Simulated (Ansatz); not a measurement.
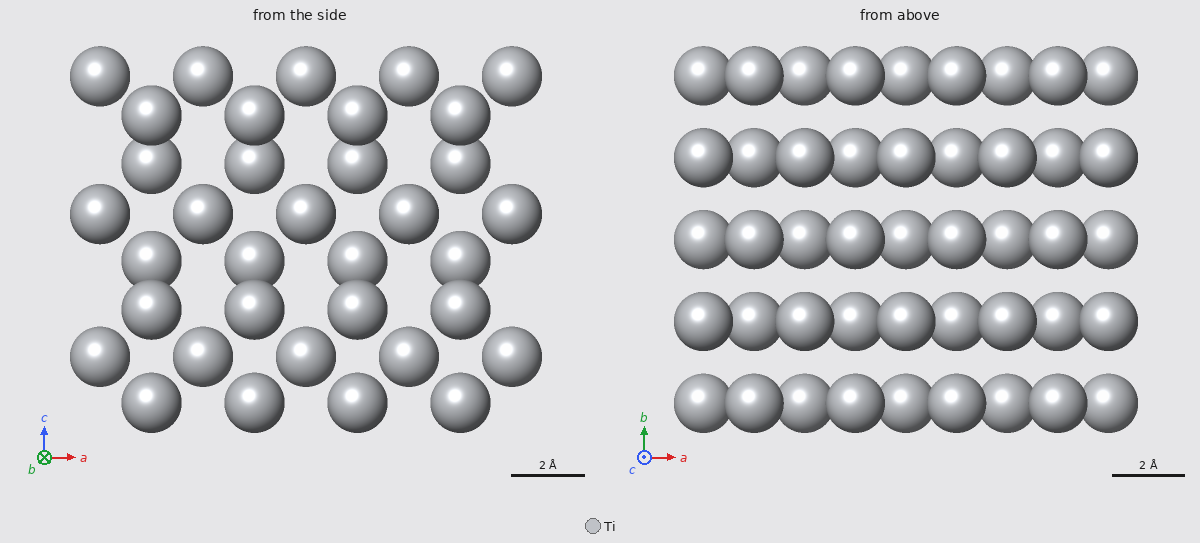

A spheres-only picture of a periodic slab, seen from the side and from above. The surface normal points up in side views; the vacuum is left out. 4×2 cells are drawn in the plane, with atoms at the edges repeated.

The cell holds 8 Ti. The slab was cut from bulk Ti (P6/mmm).

Read the thickness off the scale bar.

Answer. About 9 Å from the lowest to the highest atom.

Count the planes and say what each contains, starting at the top.

Answer. Eight planes: Ti / Ti / Ti / Ti / Ti / Ti / Ti / Ti.

Which lattice plane is parallel to the surface?

Answer. (1 0 0).

Method used: DFT PBE, scalar-relativistic, plane waves, PAW in Ansatz. It ran with a basis cut at 420 eV, Brillouin-zone sampling on a 12×8×1 mesh, Gaussian smearing of 0.1 eV, no spin polarisation.

What work functions does the calculation give?

Answer. 3.67 eV at the top and 3.41 eV at the bottom.

The cell started as a structure listed in the Materials Project, from which a slab was cut. The atoms were relaxed in a fixed cell with DFT PBE, scalar-relativistic, plane waves, PAW (Ansatz).
